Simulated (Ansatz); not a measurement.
# Run report: Al8Ni8H, geometry relaxation (part 2 of 3)

Al8Ni8H (slab, 17 atoms in the cell); DFT PBE+D3(BJ), scalar-relativistic, plane waves, PAW, no spin polarisation (Ansatz 0.2.0); cutoff 420 eV, 5×7×1 k-mesh, Gaussian smearing of 0.1 eV. The structure derives from an entry of the Crystallography Open Database. The input holds or restrains some coordinates. Forces given for the steps count only the free coordinates.

Geometry of the input (Å; fractional positions):
```
5.7148  0.0000  0.0000
0.0000  4.0410  0.0000
0.0000  0.0000  25.0615
Al 0.0000  0.5000  0.3392
Al 0.5000  0.5000  0.3392
Ni 0.2500  0.0000  0.3392
Ni 0.7500  0.0000  0.3392
Al 0.0000  0.0000  0.4198
Al 0.5000  0.0000  0.4198
Ni 0.2500  0.5000  0.4198
Ni 0.7500  0.5000  0.4198
Al 0.0000  0.5000  0.5007
Al 0.5000  0.5000  0.5007
Ni 0.2500  0.0000  0.4994
Ni 0.7500  0.0000  0.4994
Al 0.0000  0.0000  0.5850
Al 0.5000  0.0000  0.5850
Ni 0.2500  0.5000  0.5778
Ni 0.7500  0.5000  0.5778
H  0.2500  0.1667  0.6089
```

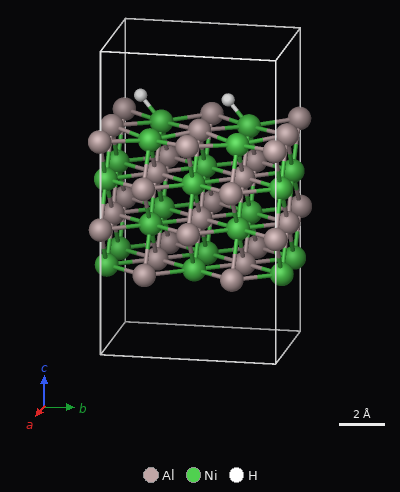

*The geometry at step 5 of the log (ball-and-stick view of the 1 × 2 repeat of the cell, with the vacuum cut short, seen slightly off an axis).*

### The program's output, continued
```
SCF iter   1: F=—  HF=-51044.946110 eV  |F-HF|=—  |Δ(HF+E_count)|=         —  Δρ=4.17e-3  dr2=7.30e-2  ethr=4.81e-4  p=0.046 e·Å  D=1.43e-2 V/Å  ΔV_dip=-0.36 eV  dr2_dipole=3.91e-4  V_vac-E_F(+/−)=4.57/4.93 eV  ⟨swp⟩=4.2  Hψ=2895  notcnv=0  defer=119
efield: sawtooth ramp at fractional position 0.9241 (handed on by an earlier solve), width 0.1000; the density the first Hamiltonian is built on has a dipole p = 0.046 e·Å; the dipole correction subtracts the counter field D = 1.43e-2 V/Å, which shifts the + side's vacuum level by -0.36 eV against the − side's; the planar-averaged density in the ramp window peaks in size at 5.0e-6 e/Å³
preconditioner: auto → LDOS  [metal: Δε(μ)=0.019 eV  Ē_g=6.011 eV  σ=0.100 eV  W_gap=0.11  n_scr=114 (ndim 8)  ℏωp=15.8 eV  f_vac=0.602  D(μ)=10.27/eV (n_scr^D=50)  β→1.0]
SCF iter   2: F=—  HF=-51044.931669 eV  |F-HF|=—  |Δ(HF+E_count)|=   1.44e-2  Δρ=1.48e-3  dr2=1.47e-2  ethr=4.32e-5  p=0.042 e·Å  D=1.30e-2 V/Å  ΔV_dip=-0.33 eV  dr2_dipole=3.95e-4  V_vac-E_F(+/−)=4.61/4.94 eV  ⟨swp⟩=2.8  Hψ=2719  notcnv=0  defer=121
SCF iter   3: F=—  HF=-51044.929333 eV  |F-HF|=—  |Δ(HF+E_count)|=   2.34e-3  Δρ=1.09e-3  dr2=5.26e-3  ethr=8.72e-6  p=0.041 e·Å  D=1.28e-2 V/Å  ΔV_dip=-0.32 eV  dr2_dipole=1.00e-4  V_vac-E_F(+/−)=4.61/4.93 eV  ⟨swp⟩=2.3  Hψ=2056  notcnv=0  defer=121
SCF iter   4: F=—  HF=-51044.928713 eV  |F-HF|=—  |Δ(HF+E_count)|=   6.20e-4  Δρ=2.92e-4  dr2=3.41e-4  ethr=3.11e-6  p=0.041 e·Å  D=1.28e-2 V/Å  ΔV_dip=-0.32 eV  dr2_dipole=5.87e-6  V_vac-E_F(+/−)=4.61/4.93 eV  ⟨swp⟩=2.1  Hψ=1727  notcnv=0  defer=121
SCF iter   5: F=—  HF=-51044.928738 eV  |F-HF|=—  |Δ(HF+E_count)|=   2.48e-5  Δρ=9.65e-5  dr2=4.76e-5  ethr=2.02e-7  p=0.041 e·Å  D=1.27e-2 V/Å  ΔV_dip=-0.32 eV  dr2_dipole=2.35e-7  V_vac-E_F(+/−)=4.61/4.93 eV  ⟨swp⟩=3.5  Hψ=2248  notcnv=0  defer=121
SCF iter   6: F=-51044.928748 eV  HF=-51044.928748 eV  |F-HF|=3.27e-7  |Δ(HF+E_count)|=   9.76e-6  Δρ=4.63e-5  dr2=9.80e-6  ethr=2.34e-8  p=0.041 e·Å  D=1.27e-2 V/Å  ΔV_dip=-0.32 eV  dr2_dipole=9.53e-8  V_vac-E_F(+/−)=4.61/4.93 eV  ⟨swp⟩=25.8  Hψ=14339  notcnv=0
SCF 3 converged in 6 iterations: F = -51044.928748 eV  dr2 = 9.80e-6
relax step   3: F+E_penalty+E_count = -51044.92874784 eV  Δ(F+E_penalty+E_count) = -1.181e-1 eV  max|allowed force component| = 4.064e-1 eV/Å  Δτ_max = 0.2000 Å  (6 SCF iters, dr2 threshold 3.95e-5 eV, accepted)
SCF iter   1: F=—  HF=-51044.975048 eV  |F-HF|=—  |Δ(HF+E_count)|=         —  Δρ=6.48e-3  dr2=2.20e-1  ethr=5.58e-4  p=0.041 e·Å  D=1.27e-2 V/Å  ΔV_dip=-0.32 eV  dr2_dipole=2.94e-2  V_vac-E_F(+/−)=4.61/4.93 eV  ⟨swp⟩=4.7  Hψ=3235  notcnv=0  defer=118
efield: sawtooth ramp at fractional position 0.9241 (handed on by an earlier solve), width 0.1000; the density the first Hamiltonian is built on has a dipole p = 0.041 e·Å; the dipole correction subtracts the counter field D = 1.27e-2 V/Å, which shifts the + side's vacuum level by -0.32 eV against the − side's; the planar-averaged density in the ramp window peaks in size at 8.0e-6 e/Å³
preconditioner: auto → LDOS  [metal: Δε(μ)=0.026 eV  Ē_g=6.008 eV  σ=0.100 eV  W_gap=0.14  n_scr=114 (ndim 8)  ℏωp=15.8 eV  f_vac=0.602  D(μ)=9.73/eV (n_scr^D=48)  β→1.0]
SCF iter   2: F=—  HF=-51044.960336 eV  |F-HF|=—  |Δ(HF+E_count)|=   1.47e-2  Δρ=2.95e-3  dr2=4.31e-2  ethr=1.30e-4  p=0.048 e·Å  D=1.49e-2 V/Å  ΔV_dip=-0.37 eV  dr2_dipole=7.24e-5  V_vac-E_F(+/−)=4.56/4.93 eV  ⟨swp⟩=2.2  Hψ=2142  notcnv=0  defer=122
SCF iter   3: F=—  HF=-51044.958383 eV  |F-HF|=—  |Δ(HF+E_count)|=   1.95e-3  Δρ=3.60e-3  dr2=5.35e-2  ethr=2.55e-5  p=0.045 e·Å  D=1.42e-2 V/Å  ΔV_dip=-0.36 eV  dr2_dipole=1.24e-3  V_vac-E_F(+/−)=4.58/4.93 eV  ⟨swp⟩=2.2  Hψ=2183  notcnv=0  defer=122
SCF iter   4: F=—  HF=-51044.952854 eV  |F-HF|=—  |Δ(HF+E_count)|=   5.53e-3  Δρ=4.47e-4  dr2=1.52e-3  ethr=2.55e-5  p=0.045 e·Å  D=1.41e-2 V/Å  ΔV_dip=-0.35 eV  dr2_dipole=8.99e-5  V_vac-E_F(+/−)=4.58/4.93 eV  ⟨swp⟩=2.0  Hψ=1654  notcnv=0  defer=122
SCF iter   5: F=—  HF=-51044.952980 eV  |F-HF|=—  |Δ(HF+E_count)|=   1.26e-4  Δρ=4.60e-4  dr2=9.15e-4  ethr=8.98e-7  p=0.046 e·Å  D=1.43e-2 V/Å  ΔV_dip=-0.36 eV  dr2_dipole=2.60e-5  V_vac-E_F(+/−)=4.57/4.93 eV  ⟨swp⟩=3.0  Hψ=2193  notcnv=0  defer=122
SCF iter   6: F=—  HF=-51044.953050 eV  |F-HF|=—  |Δ(HF+E_count)|=   7.01e-5  Δρ=1.11e-4  dr2=4.83e-5  ethr=5.42e-7  p=0.046 e·Å  D=1.43e-2 V/Å  ΔV_dip=-0.36 eV  dr2_dipole=1.64e-7  V_vac-E_F(+/−)=4.57/4.93 eV  ⟨swp⟩=2.1  Hψ=1421  notcnv=0  defer=122
SCF iter   7: F=-51044.953124 eV  HF=-51044.953107 eV  |F-HF|=1.74e-5  |Δ(HF+E_count)|=   5.68e-5  Δρ=4.32e-5  dr2=7.30e-6  ethr=2.55e-8  p=0.046 e·Å  D=1.43e-2 V/Å  ΔV_dip=-0.36 eV  dr2_dipole=2.13e-7  V_vac-E_F(+/−)=4.57/4.93 eV  ⟨swp⟩=26.6  Hψ=15036  notcnv=0
SCF 4 converged in 7 iterations: F = -51044.953124 eV  dr2 = 7.30e-6
relax step   4: F+E_penalty+E_count = -51044.95312444 eV  Δ(F+E_penalty+E_count) = -2.438e-2 eV  max|allowed force component| = 5.874e-1 eV/Å  Δτ_max = 0.2000 Å  (7 SCF iters, dr2 threshold 4.31e-5 eV, accepted)
SCF iter   1: F=—  HF=-51044.986863 eV  |F-HF|=—  |Δ(HF+E_count)|=         —  Δρ=4.55e-3  dr2=1.41e-1  ethr=3.60e-4  p=0.046 e·Å  D=1.43e-2 V/Å  ΔV_dip=-0.36 eV  dr2_dipole=1.56e-2  V_vac-E_F(+/−)=4.57/4.93 eV  ⟨swp⟩=4.7  Hψ=3537  notcnv=0  defer=118
efield: sawtooth ramp at fractional position 0.9241 (handed on by an earlier solve), width 0.1000; the density the first Hamiltonian is built on has a dipole p = 0.046 e·Å; the dipole correction subtracts the counter field D = 1.43e-2 V/Å, which shifts the + side's vacuum level by -0.36 eV against the − side's; the planar-averaged density in the ramp window peaks in size at 4.3e-6 e/Å³
preconditioner: auto → LDOS  [metal: Δε(μ)=0.012 eV  Ē_g=6.009 eV  σ=0.100 eV  W_gap=0.07  n_scr=114 (ndim 8)  ℏωp=15.8 eV  f_vac=0.601  D(μ)=9.79/eV (n_scr^D=48)  β→1.0]
SCF iter   2: F=—  HF=-51044.984899 eV  |F-HF|=—  |Δ(HF+E_count)|=   1.96e-3  Δρ=4.40e-3  dr2=9.88e-2  ethr=8.32e-5  p=0.032 e·Å  D=9.91e-3 V/Å  ΔV_dip=-0.25 eV  dr2_dipole=3.40e-4  V_vac-E_F(+/−)=4.68/4.93 eV  ⟨swp⟩=2.2  Hψ=2461  notcnv=0  defer=124
SCF iter   3: F=—  HF=-51044.966372 eV  |F-HF|=—  |Δ(HF+E_count)|=   1.85e-2  Δρ=2.55e-3  dr2=2.61e-2  ethr=5.85e-5  p=0.036 e·Å  D=1.13e-2 V/Å  ΔV_dip=-0.28 eV  dr2_dipole=8.72e-4  V_vac-E_F(+/−)=4.65/4.93 eV  ⟨swp⟩=2.2  Hψ=2128  notcnv=0  defer=124
SCF iter   4: F=—  HF=-51044.964178 eV  |F-HF|=—  |Δ(HF+E_count)|=   2.19e-3  Δρ=4.77e-4  dr2=1.51e-3  ethr=1.54e-5  p=0.036 e·Å  D=1.12e-2 V/Å  ΔV_dip=-0.28 eV  dr2_dipole=1.94e-4  V_vac-E_F(+/−)=4.65/4.93 eV  ⟨swp⟩=2.0  Hψ=1627  notcnv=0  defer=124
SCF iter   5: F=—  HF=-51044.964161 eV  |F-HF|=—  |Δ(HF+E_count)|=   1.69e-5  Δρ=1.66e-4  dr2=1.40e-4  ethr=8.93e-7  p=0.035 e·Å  D=1.09e-2 V/Å  ΔV_dip=-0.27 eV  dr2_dipole=3.69e-6  V_vac-E_F(+/−)=4.65/4.93 eV  ⟨swp⟩=2.0  Hψ=1938  notcnv=0  defer=123
SCF iter   6: F=-51044.964226 eV  HF=-51044.964202 eV  |F-HF|=2.42e-5  |Δ(HF+E_count)|=   4.16e-5  Δρ=6.86e-5  dr2=2.46e-5  ethr=5.33e-8  p=0.035 e·Å  D=1.09e-2 V/Å  ΔV_dip=-0.27 eV  dr2_dipole=3.24e-7  V_vac-E_F(+/−)=4.65/4.93 eV  ⟨swp⟩=22.9  Hψ=14551  notcnv=0
SCF 5 converged in 6 iterations: F = -51044.964226 eV  dr2 = 2.46e-5
relax step   5: F+E_penalty+E_count = -51044.96422642 eV  Δ(F+E_penalty+E_count) = -1.110e-2 eV  max|allowed force component| = 4.823e-1 eV/Å  Δτ_max = 0.1214 Å  (6 SCF iters, dr2 threshold 9.01e-5 eV, accepted)
SCF iter   1: F=—  HF=-51044.981654 eV  |F-HF|=—  |Δ(HF+E_count)|=         —  Δρ=2.41e-3  dr2=2.85e-2  ethr=2.59e-4  p=0.035 e·Å  D=1.09e-2 V/Å  ΔV_dip=-0.27 eV  dr2_dipole=2.99e-3  V_vac-E_F(+/−)=4.66/4.93 eV  ⟨swp⟩=3.7  Hψ=2364  notcnv=0  defer=117
efield: sawtooth ramp at fractional position 0.9241 (handed on by an earlier solve), width 0.1000; the density the first Hamiltonian is built on has a dipole p = 0.035 e·Å; the dipole correction subtracts the counter field D = 1.09e-2 V/Å, which shifts the + side's vacuum level by -0.27 eV against the − side's; the planar-averaged density in the ramp window peaks in size at 5.6e-6 e/Å³
preconditioner: auto → LDOS  [metal: Δε(μ)=0.012 eV  Ē_g=6.021 eV  σ=0.100 eV  W_gap=0.07  n_scr=114 (ndim 8)  ℏωp=15.8 eV  f_vac=0.602  D(μ)=9.91/eV (n_scr^D=50)  β→1.0]
SCF iter   2: F=—  HF=-51044.979456 eV  |F-HF|=—  |Δ(HF+E_count)|=   2.20e-3  Δρ=1.42e-3  dr2=1.35e-2  ethr=1.69e-5  p=0.041 e·Å  D=1.29e-2 V/Å  ΔV_dip=-0.32 eV  dr2_dipole=7.63e-4  V_vac-E_F(+/−)=4.61/4.93 eV  ⟨swp⟩=3.0  Hψ=2921  notcnv=0  defer=122
SCF iter   3: F=—  HF=-51044.976410 eV  |F-HF|=—  |Δ(HF+E_count)|=   3.05e-3  Δρ=8.59e-4  dr2=2.83e-3  ethr=7.97e-6  p=0.039 e·Å  D=1.22e-2 V/Å  ΔV_dip=-0.31 eV  dr2_dipole=3.61e-5  V_vac-E_F(+/−)=4.62/4.93 eV  ⟨swp⟩=2.0  Hψ=2020  notcnv=0  defer=122
SCF iter   4: F=—  HF=-51044.976103 eV  |F-HF|=—  |Δ(HF+E_count)|=   3.07e-4  Δρ=1.38e-4  dr2=9.46e-5  ethr=1.67e-6  p=0.039 e·Å  D=1.23e-2 V/Å  ΔV_dip=-0.31 eV  dr2_dipole=9.89e-6  V_vac-E_F(+/−)=4.62/4.93 eV  ⟨swp⟩=2.1  Hψ=1700  notcnv=0  defer=122
SCF iter   5: F=-51044.976124 eV  HF=-51044.976130 eV  |F-HF|=5.76e-6  |Δ(HF+E_count)|=   2.70e-5  Δρ=8.83e-5  dr2=2.99e-5  ethr=5.60e-8  p=0.039 e·Å  D=1.22e-2 V/Å  ΔV_dip=-0.31 eV  dr2_dipole=7.71e-8  V_vac-E_F(+/−)=4.62/4.93 eV  ⟨swp⟩=25.2  Hψ=15346  notcnv=0
SCF 6 converged in 5 iterations: F = -51044.976124 eV  dr2 = 2.99e-5
relax step   6: F+E_penalty+E_count = -51044.97612431 eV  Δ(F+E_penalty+E_count) = -1.190e-2 eV  max|allowed force component| = 2.411e-2 eV/Å  Δτ_max = 0.0537 Å  (5 SCF iters, dr2 threshold 1.00e-4 eV, accepted)
iter 1 solved again at ethr=1.77e-8 eV; its pass at ethr=3.10e-3 eV (dr2=3.00e-5 eV) is discarded
SCF iter   1: F=—  HF=-51044.975804 eV  |F-HF|=—  |Δ(HF+E_count)|=         —  Δρ=8.82e-5  dr2=3.00e-5  ethr=1.77e-8  p=0.039 e·Å  D=1.22e-2 V/Å  ΔV_dip=-0.31 eV  dr2_dipole=1.10e-7  V_vac-E_F(+/−)=4.62/4.93 eV  ⟨swp⟩=1.0  Hψ=2928  notcnv=0
efield: sawtooth ramp at fractional position 0.9241 (handed on by an earlier solve), width 0.1000; the density the first Hamiltonian is built on has a dipole p = 0.039 e·Å; the dipole correction subtracts the counter field D = 1.22e-2 V/Å, which shifts the + side's vacuum level by -0.31 eV against the − side's; the planar-averaged density in the ramp window peaks in size at 5.7e-6 e/Å³
preconditioner: auto → LDOS  [metal: Δε(μ)=0.011 eV  Ē_g=6.016 eV  σ=0.100 eV  W_gap=0.06  n_scr=114 (ndim 8)  ℏωp=15.8 eV  f_vac=0.602  D(μ)=9.91/eV (n_scr^D=50)  β→1.0]
SCF iter   2: F=—  HF=-51044.976158 eV  |F-HF|=—  |Δ(HF+E_count)|=   3.54e-4  Δρ=1.73e-4  dr2=1.06e-4  ethr=1.77e-8  p=0.039 e·Å  D=1.22e-2 V/Å  ΔV_dip=-0.31 eV  dr2_dipole=5.10e-8  V_vac-E_F(+/−)=4.62/4.93 eV  ⟨swp⟩=2.0  Hψ=2070  notcnv=0
SCF iter   3: F=—  HF=-51044.976148 eV  |F-HF|=—  |Δ(HF+E_count)|=   9.62e-6  Δρ=1.97e-5  dr2=1.49e-6  ethr=1.77e-8  p=0.039 e·Å  D=1.22e-2 V/Å  ΔV_dip=-0.31 eV  dr2_dipole=1.88e-9  V_vac-E_F(+/−)=4.62/4.93 eV  ⟨swp⟩=2.0  Hψ=2068  notcnv=0
SCF iter   4: F=—  HF=-51044.976149 eV  |F-HF|=—  |Δ(HF+E_count)|=   5.38e-7  Δρ=9.61e-6  dr2=4.77e-7  ethr=8.79e-10  p=0.039 e·Å  D=1.22e-2 V/Å  ΔV_dip=-0.31 eV  dr2_dipole=6.98e-9  V_vac-E_F(+/−)=4.62/4.93 eV  ⟨swp⟩=2.9  Hψ=2153  notcnv=0
iter 5 did not close the SCF: its close was put off until two iterations running show no level that it waits for move by more than its bar (scf_convergence_deferred on its scf_iter line)
SCF iter   5: F=-51044.976149 eV  HF=-51044.976149 eV  |F-HF|=1.39e-7  |Δ(HF+E_count)|=   2.34e-7  Δρ=2.86e-6  dr2=5.08e-8  ethr=5.92e-11  p=0.039 e·Å  D=1.22e-2 V/Å  ΔV_dip=-0.31 eV  dr2_dipole=4.11e-10  V_vac-E_F(+/−)=4.62/4.93 eV  ⟨swp⟩=15.8  Hψ=10701  notcnv=0
iter 6 did not close the SCF: its close was put off until two iterations running show no level that it waits for move by more than its bar (scf_convergence_deferred on its scf_iter line)
SCF iter   6: F=-51044.976149 eV  HF=-51044.976149 eV  |F-HF|=8.43e-8  |Δ(HF+E_count)|=   8.70e-8  Δρ=1.77e-6  dr2=1.36e-8  ethr=3.00e-11  p=0.039 e·Å  D=1.22e-2 V/Å  ΔV_dip=-0.31 eV  dr2_dipole=1.06e-10  V_vac-E_F(+/−)=4.62/4.93 eV  ⟨swp⟩=11.0  Hψ=9298  notcnv=0
SCF iter   7: F=-51044.976149 eV  HF=-51044.976149 eV  |F-HF|=3.65e-8  |Δ(HF+E_count)|=   5.90e-8  Δρ=4.72e-7  dr2=1.10e-9  ethr=8.05e-12  p=0.039 e·Å  D=1.22e-2 V/Å  ΔV_dip=-0.31 eV  dr2_dipole=4.16e-11  V_vac-E_F(+/−)=4.62/4.93 eV  ⟨swp⟩=10.3  Hψ=8835  notcnv=0
SCF 7 converged in 7 iterations: F = -51044.976149 eV  dr2 = 1.10e-9
relax step   7: F+E_penalty+E_count = -51044.97614940 eV  Δ(F+E_penalty+E_count) = -2.510e-5 eV  max|allowed force component| = 2.391e-2 eV/Å  Δτ_max = 0.0000 Å  (7 SCF iters, accepted)
WARN: The input density's exchange-correlation potential varies sharply where the density is thin. Do not read a vacuum level from v_tot or v_xc, or from such a field of the output density. On a cell that repeats whose density bears no net charge and no dipole along the vacuum's axis use v_es (v_loc + v_h of the components); under efield.dipole_correction with no amplitude use v_es + v_field, which holds any external_charges[].barrier, or the levels of the report's work_function block, which leave it out; under a non-zero efield.amplitude the vacuum is tilted and has no level; on a cell that repeats and bears such a dipole with no correction it is tilted too, and efield.dipole_correction with no amplitude gives each side of its ramp a level where efield: is served; in a cell that repeats whose density bears a net charge (total_charge, or a fill off its count) it is curved and has none; of a slab under crystal.periodic whose density bears no net charge use v_es, which has a level on each side, short of where the two are joined; of another it falls or rises all the way out and has none; of a slab beside external_charges read slab_vacuum_level instead, which it has where they leave it neutral. The grid or the basis barely resolves most such structure, and the values can differ between equally converged runs; as a rule a tighter scf.convergence.dr2_threshold does not remove it. Where the density itself ripples (under the LDA too) a higher basis.ecutwfc lessens it. The files hold the spikes' plane waves up to the density's cutoff. Files: v_tot and the like, and their columns of v_z.tsv (output.write_potential); v_xc and the like, and their columns of v_comp_z.tsv (output.write_potential_components); where files of the output density stand in their place, no point of their own thin density is over the threshold below, and this is of outcome.potential() and, of a run that writes arrays (npy), the arrays of these names. Measured: with its Gaussian average of σ = 0.25 Å subtracted twice, the exchange-correlation potential is over 0.1 eV at 9 of the grid points where the equally averaged density (valence and model cores) is under 1e-3 e/Å³, and 0.107 eV at the most among them, at an averaged density of 5.4e-8 e/Å³. See output.write_potential in the manual, Limitations
SCF converged after 7 iterations
Free energy (F): -51044.976149 eV
Harris-Foulkes:  -51044.976149 eV  (|F-HF|=3.65e-8)
Internal energy: -51044.926622 eV  (E = F + TS)
E sigma→0 (E₀):  -51044.951386 eV
Entropy (-TS):   -0.049527 eV (-2.913 meV/atom)
Fermi energy:    1.477881 eV
Dipole field:    D = 0.012194 V/Å  (p = 0.039003 e·Å, saw-weighted, corrected)
Work function:   Φ+ = 4.6237 eV   Φ− = 4.9293 eV
Levels:          The Fermi level and band energies are counted from a zero that moves with the ramp; work functions are not
--- Per-component energies (eV) ---
  E_band       = -4763.319763
  E_kinetic    = 2489.325905
  E_local      = -254248.413819  (includes V_loc(G=0)·N_el)
  E_nonlocal   = 5184.040154
  E_hartree    = 123608.284288
  E_xc         = -1011.360931
  E_vxc        = -1125.871782  (∫ρ·V_xc dr)
  E_paw        = -16802.563981  (= ΣΔE_a)
  E_vpaw       = -4279.664122  (= ΣTr[D̂ρ^β])
  E_aug_tail   = 0.002443  (compensation charges beyond the density's cutoff)
  E_efield     = 0.000238  (sawtooth field / dipole correction)
  E_vefield    = 0.694577  (∫n·V_field dr)
  E_ewald      = 89741.129009
  E_disp       = -5.369928  (pairwise vdW)
  E_smearing   = -0.049527  (= −TS)
  E_closure    = 0.000000  (closes the sum)
  Σ components = -51044.976149   (vs F -51044.976149, Δ=0.00e0)
--- Forces (eV/Å), atoms counted from 1 ---
  atom   1  Al     0.02766564    -0.01351801    -0.60879016
  atom   2  Al    -0.02766564    -0.01351801    -0.60879016
  atom   3  Ni     0.00000000     0.03454826     0.51871966
  atom   4  Ni     0.00000000    -0.01168029     0.53713952
  atom   5  Al     0.05752390    -0.04201477    -0.32017196
  atom   6  Al    -0.05752390    -0.04201477    -0.32017196
  atom   7  Ni     0.00000000     0.04766601     0.37130578
  atom   8  Ni     0.00000000     0.03524797     0.41471827
  atom   9  Al    -0.00271863    -0.00690763    -0.00068896
  atom  10  Al     0.00271863    -0.00690763    -0.00068896
  atom  11  Ni     0.00000000     0.01776738     0.01891182
  atom  12  Ni     0.00000000     0.00913663     0.00545906
  atom  13  Al    -0.00498840     0.00902257     0.00321087
  atom  14  Al     0.00498840     0.00902257     0.00321087
  atom  15  Ni     0.00000000    -0.01560544     0.01953127
  atom  16  Ni     0.00000000    -0.01113389    -0.00898780
  atom  17  H      0.00000000     0.00088961    -0.02391318
  max |Σ_I F_I| component: 3.97e-6 eV/Å
--- Band table (eV; the first three rows and the last of 12) ---
```
